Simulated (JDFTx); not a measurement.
# Energy of LiCl along an even scaling of the cell

System: LiCl (2 atoms in the cell).
Method: Kohn-Sham DFT of a periodic cell, PBEsol, PseudoDojo-SR-PBEsol-0.4.1-standard, no spin polarisation (JDFTx 1.7.0 (patched build)).

The 7 runs differ only in the geometry, by an even scaling of the cell at fixed fractional positions. The structure derives from an entry of the Crystallography Open Database.

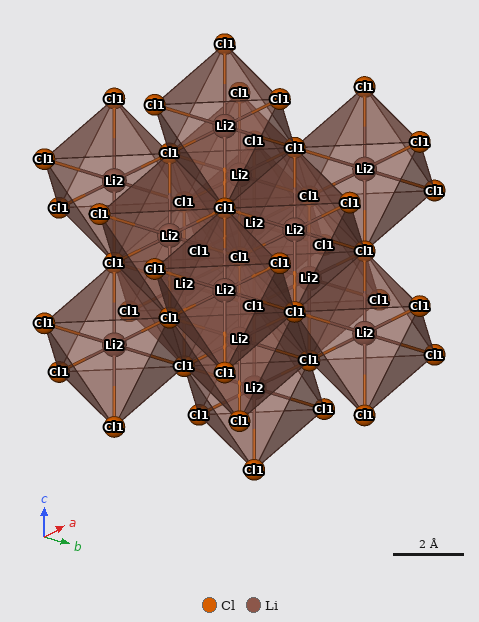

Figure 1. The structure of run 4 (polyhedral view of the cell 4 times as large as that of the calculation, set on its symmetry axes, seen at an oblique angle; polyhedra are completed across the faces of the cell; atoms are numbered from 1 in the order of the input). An atom can appear more than once, as a periodic image.

**Input of run 4**
```
lattice \
    0.0000000000     4.8467128727     4.8467128727 \
    4.8467128727     0.0000000000     4.8467128727 \
    4.8467128727     4.8467128727     0.0000000000
coords-type Lattice
ion Cl     0.5000000000     0.5000000000     0.5000000000 1
ion Li     0.0000000000     0.0000000000     0.0000000000 1

ion-species pseudo/Cl.upf
ion-species pseudo/Li.upf
elec-cutoff 37 296
elec-ex-corr gga-PBEsol
kpoint-folding 9 9 9
elec-smearing Fermi 0.0018374661
elec-n-bands 10
electronic-SCF nIterations 100 energyDiffThreshold 1e-09
electronic-minimize nIterations 30 energyDiffThreshold 1e-7
forces-output-coords Cartesian

dump-name run.$VAR
dump End Ecomponents EigStats BandEigs Kpoints Forces Stress
```

Command:
```bash
jdftx -c 1 -i LiCl.in -o LiCl.out
```

Lattice vectors (Å) and fractional positions of run 4:
```
   0.000000    2.564770    2.564770
   2.564770    0.000000    2.564770
   2.564770    2.564770    0.000000
Cl  0.500000  0.500000  0.500000
Li  0.000000  0.000000  0.000000
```

Run 5 differs from it as follows:
```diff
-    0.0000000000     4.8467128727     4.8467128727 \
-    4.8467128727     0.0000000000     4.8467128727 \
-    4.8467128727     4.8467128727     0.0000000000
+    0.0000000000     4.8788112443     4.8788112443 \
+    4.8788112443     0.0000000000     4.8788112443 \
+    4.8788112443     4.8788112443     0.0000000000
```

**Results, with one run withheld**

```csv
run,volume per atom (Å³),"free energy per atom, from the lowest run given (meV)",pressure (GPa),gap on the mesh (eV)
1,15.859,0.94,0.83,6.49
2,16.196,0.00,0.05,6.36
3,16.534,0.62,−0.65,6.24
4,16.871,2.62,−1.27,6.13
5,17.209,?,?,?
6,17.546,10.23,−2.33,5.91
7,17.883,15.59,−2.78,5.82
```

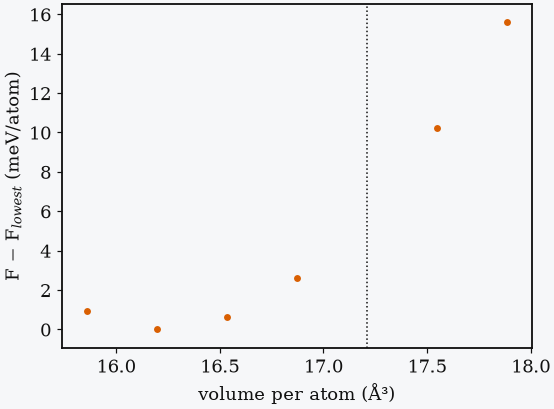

Figure 2. Free energy per atom of the runs given; the dotted line marks run 5.

Fit the runs given and predict run 5.

A cubic polynomial in V^(−2/3) (the Birch–Murnaghan form), fitted to the 6 runs given, misses them by under 0.01 meV per atom. With x = V^(−2/3) − 0.15251 Å⁻², it reads F = 2.0199 − 1147.9 x + 1.6232e+05 x² + 1.5256e+05 x³ (meV per atom). At run 5 it gives 5.87 meV per atom, and the run itself gives 5.87. The slope of the fit gives a pressure −dF/dV of −1.82 GPa there, and the run prints −1.83 GPa. The fit has its minimum at 16.225 Å³ per atom, where V d²F/dV² gives 35 GPa: the bulk modulus at this level, since symmetry fixes the shape and the positions. The gap on the mesh goes, without turning, from 6.49 eV in run 1 to 5.82 eV in run 7; run 5 has 6.02 eV. These are gaps of this functional on this mesh, which can miss the band edges; they aren't the measured gap.

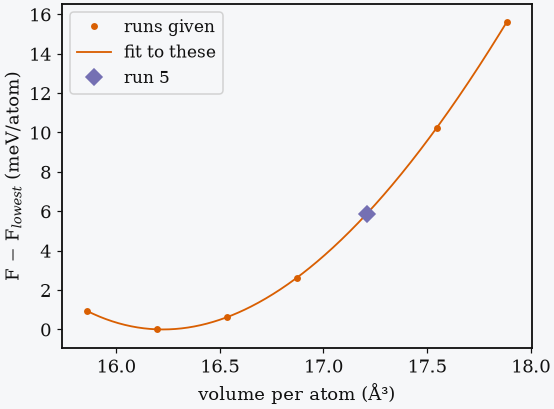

Figure 3. The fit and the withheld run.

**Some lines of the output (run 5)**
```
[...]
unit cell volume = 232.259
     Etot =      -22.3117716916699358
        F =      -22.3117716916699749
	HOMO-LUMO gap: +0.221173
	Optical gap  : +0.221173 at state 0 ( [ +0.000000 +0.000000 +0.000000 ] spin 0 )
```
